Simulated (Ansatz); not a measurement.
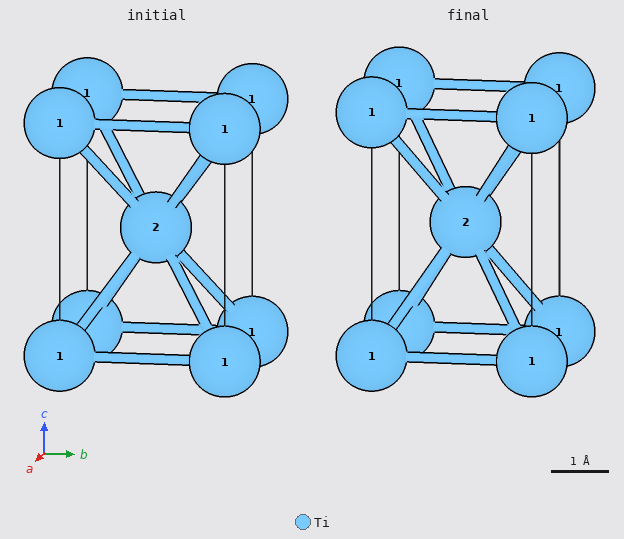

The structure of solid Ti (set up in Immm) before (left) and after (right) a relaxation, at one scale.

The picture is a ball-and-stick view of the cell of the calculation, seen slightly off an axis.

Case: uniaxial strain along a of -6.0 %; b, c and atoms relaxed.

Computed with DFT r2SCAN, scalar-relativistic, plane waves, PAW in Ansatz. (plane-wave cutoff 500 eV; k-point mesh 18 × 18 × 12; occupations gaussian; smearing width 0.1 eV; no spin polarisation; cell relaxed at fixed a, angles; force threshold 0.008 eV/Å; at most 40 steps)

Q: What changed between the two?

A: The run was cut off at its time limit before the relaxation converged, so the last structure is only a point on the way. The atoms keep their places relative to the cell (all moves are under 0.005 Å). Cell: a unchanged at 2.732 Å, b 2.950 → 2.862 Å (−3.0 %), c 4.172 → 4.364 Å (+4.6 %). Volume +1.5 %. Among the contacts that change: Ti1–Ti1 2.950 → 2.862 Å, Ti1–Ti2 2.897 → 2.945 Å. The space group stays Immm (No. 71). Over 4 geometry steps the energy falls by 9.3 meV per atom. All forces vanish by symmetry, so only the cell relaxes. Pressure: 3.72 GPa at the start and 1.71 GPa at the end. Cost: 7.5 min on 1 thread of Intel(R) Xeon(R) Processor @ 2.50GHz (Skylake/Cascade Lake), on a shared host, peak memory 0.78 GiB.
